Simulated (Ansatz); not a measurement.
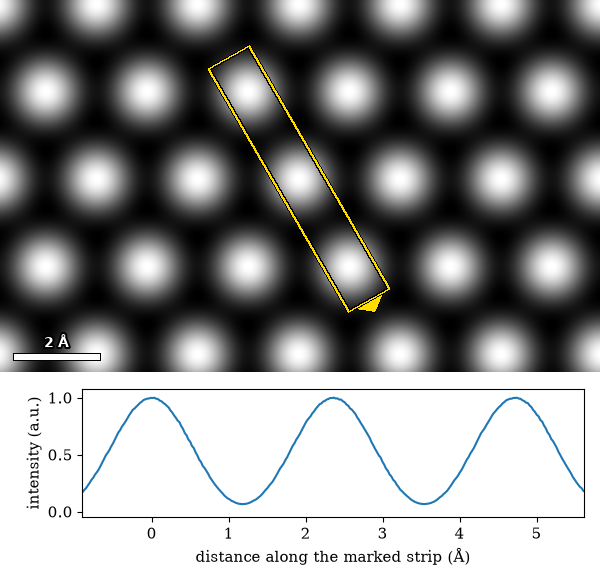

Z-contrast image of Pt (Fd-3m, No. 227) along [111]. Simulation: incoherent imaging, intensity Z^1.6 per atom, probe width 1.30 Å, thin sample. The probe carries 15 % of its weight in a tail 2.5 times as wide. Model: coordinates from a relaxation with DFT, PBE, plane waves (420 eV) with PAW, scalar-relativistic (Ansatz); the starting structure was generated, so it need not be a known form of this composition.

```cif
data_structure
_symmetry_space_group_name_H-M 'Fd-3m:1'
_symmetry_Int_Tables_number 227
_cell_length_a 5.7798
_cell_length_b 5.7798
_cell_length_c 5.7798
_cell_angle_alpha 90.000
_cell_angle_beta 90.000
_cell_angle_gamma 90.000
_cell_volume 193.08
loop_
_atom_site_label
_atom_site_type_symbol
_atom_site_symmetry_multiplicity
_atom_site_Wyckoff_symbol
_atom_site_fract_x
_atom_site_fract_y
_atom_site_fract_z
_atom_site_occupancy
Pt1 Pt 8 b 0.25000 0.25000 0.75000 1
```

The curve is the intensity along the marked strip, in the direction of its arrowhead, with zero distance at the first column. Brightness is counted from the darkest point of the image.

**List the columns that the line crosses, with their positions.**

```tsv
position (Å)	atoms per repeat along the beam	height (% of the highest)
0.0	2 Pt	100
2.4	2 Pt	100
4.7	2 Pt	100
```
